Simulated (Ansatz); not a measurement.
## Electronic structure of SiC₈ (slab) in real space

Input file:

```
crystal:
  lattice:
    - [4.9313048819, 0.0, 0.0]
    - [-2.4656524409, 4.2706353015, 0.0]
    - [0.0, 0.0, 17.4000331942]
  atoms:
    - { symbol: C, position: [0.3333333333, 0.1666666667, 0.2298865266] }
    - { symbol: C, position: [0.3333333333, 0.6666666667, 0.2298865266] }
    - { symbol: C, position: [0.8333333333, 0.1666666667, 0.2298865266] }
    - { symbol: C, position: [0.8333333333, 0.6666666667, 0.2298865266] }
    - { symbol: C, position: [0.1666666667, 0.3333333333, 0.2298846189] }
    - { symbol: C, position: [0.1666666667, 0.8333333333, 0.2298846189] }
    - { symbol: C, position: [0.6666666667, 0.3333333333, 0.2298846189] }
    - { symbol: C, position: [0.6666666667, 0.8333333333, 0.2298846189] }
    - { symbol: Si, position: [0.4166666667, 0.5, 0.3735644134], spin: 2.0 }
basis:
  ecutwfc: 420
kpoints:
  mp_grid: { grid: [6, 6, 1] }
hamiltonian:
  xc: pbe
  pseudopotentials: { kind: paw, azcp: { folder: soft_1 } }
  dispersion: d3bj
scf:
  occupations: { method: gaussian, width: 0.1 }
output:
  forces: true
  eigenvalues: true
  populations: true
  write_density: true
  write_potential: true
  elf: true
  volumetric_format: npy
magnetization:
  spin_polarized: true
efield:
  axis: 3
  dipole_correction: true
  ramp_width: 0.04
```

Command:

```sh
ansatz run input.yaml --threads 1 --pin off --max-ram 3072MiB --backend cpu --events-out ev --progress --plain --runs-dir out
```

Not relaxed (largest force 0.6 eV/Å); PAW files of the earlier set (soft_1); the program warned that a starting moment wasn't kept; spin-polarised.

Theory: Ansatz, DFT PBE+D3(BJ), scalar-relativistic, plane waves, PAW.

Core electrons are frozen (PAW), and the valence fields are smoothed inside the atomic spheres.

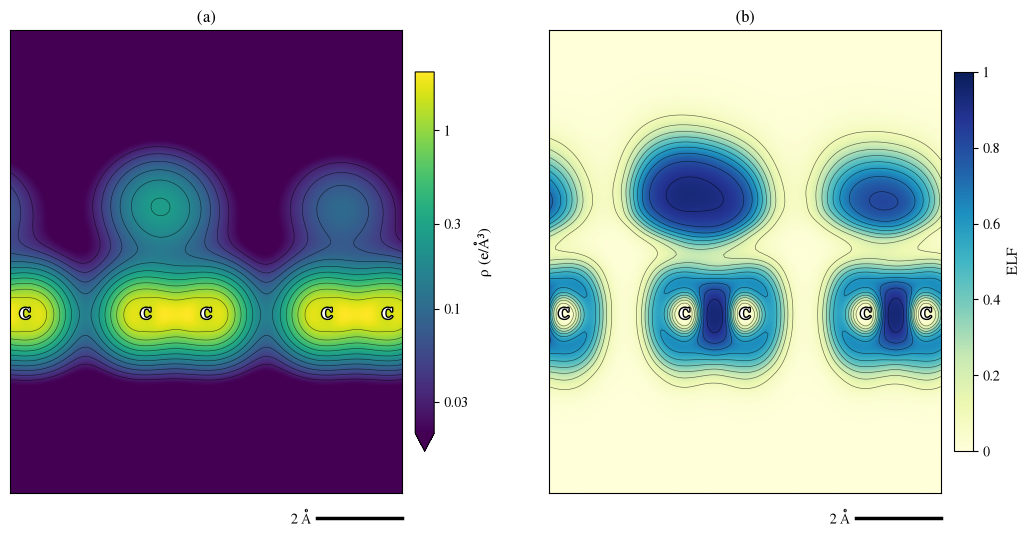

Figure 1. (a) valence electron density; (b) ELF on the (110) plane of the calculation cell, a cut from vacuum to vacuum.

### Interpret the plot.

The plane passes through C nuclei. C–C (1.42 Å): ρ is about 2 e/Å³ halfway; the ELF peaks at about 0.95 between the atoms. The density dies away to nearly zero in the vacuum.

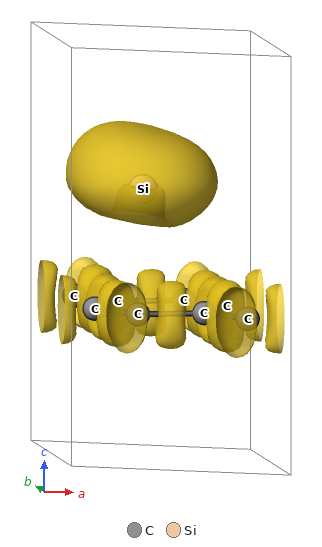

Figure 2. Isosurface of the electron localisation function at 0.75 (yellow), seen slightly off an axis. Only the valence region is drawn (cores and ρ < 0.01 e/Å³ removed). Sticks mark near contacts.

### Identify the bonds, lone pairs and shells in this picture.

The surface consists of twelve regions between bonded C–C atoms and one lobe on Si, pointing away from the bonds (lone pairs), counted in one cell of 9 atoms. Counts are for one cell; the picture repeats the cell along the surface. Along the contacts the grid gives the following. Si–C (2.73 Å): the ELF peaks at about 0.65 in the valence shell of C, 0.7 Å from its nucleus, and drops to about 0.30 between the two atoms.

### Does the calculation give a band gap?

It is metallic or semimetallic at this level of theory: no gap opens.
